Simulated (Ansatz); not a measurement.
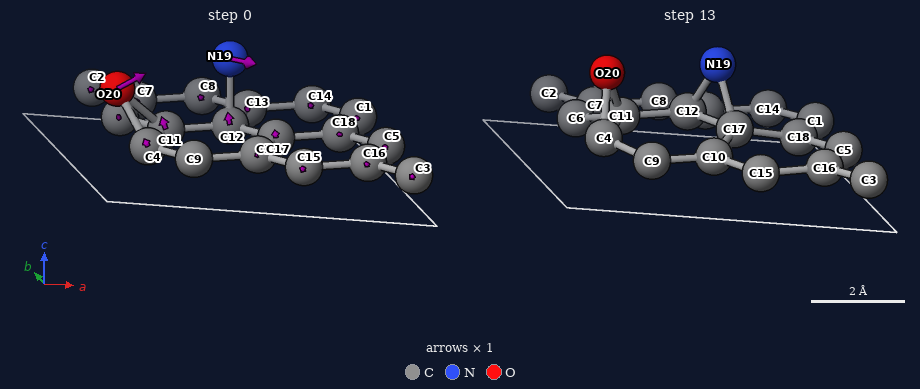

The structure of a slab of composition C18NO before (left) and after (right) a relaxation, at one scale. The purple arrows give the displacements, at their true length.

Style: ball-and-stick. Shown: the cell of the calculation, outlined in the plane, without the vacuum (origin shifted), slightly off an axis.

It is NO on graphene monolayer, set down by a guess. The run prepares an end point of a later path (dissociation) calculation, from a guessed geometry.

The calculation used DFT LDA, scalar-relativistic, plane waves, PAW in Ansatz 0.2.0. Settings: plane-wave cutoff 420 eV; k-point mesh 2 × 2 × 1; occupations gaussian; smearing width 0.02 eV; collinear spin; atoms relaxed in a fixed cell; force threshold 0.03 eV/Å; at most 60 steps.

Summarise the run.

Answer. Over 12 accepted moves (13 points after the start) the energy falls by 6.037 eV per cell of the calculation. Largest force component: 8.8 eV/Å at the start, 0.024 eV/Å at the end. The line search rejected the trial step at point 8 of the run. The largest moves relative to the layer's centre, 0.74 Å, are those of N19 and O20. N19 goes within the plane. Largest moves by element: N 0.74 Å, O 0.74 Å, C 0.31 Å. The cell doesn't change. Near-neighbour distances that change, for instance: C3–O20 1.669 → 2.371 Å, C17–N19 2.061 → 1.459 Å, C11–O20 1.669 → 1.430 Å, C12–C17 1.424 → 1.499 Å. New bonds form, among them: C17–N19 (2.06 → 1.46 Å). Among the angles between lasting bonds that change: C3–C4–O20 70.9° → 109.2°, C6–C11–O20 81.8° → 114.6°, C17–C12–N19 90.0° → 59.3°. Cost: 76 s on 2 threads of INTEL(R) XEON(R) PLATINUM 8581C CPU @ 2.10GHz (Emerald Rapids) (shared host), peak memory 1 GiB.

Limits of the set-up: the periodic images lie only 7.4 Å apart, so the values are limited by the cell's size.
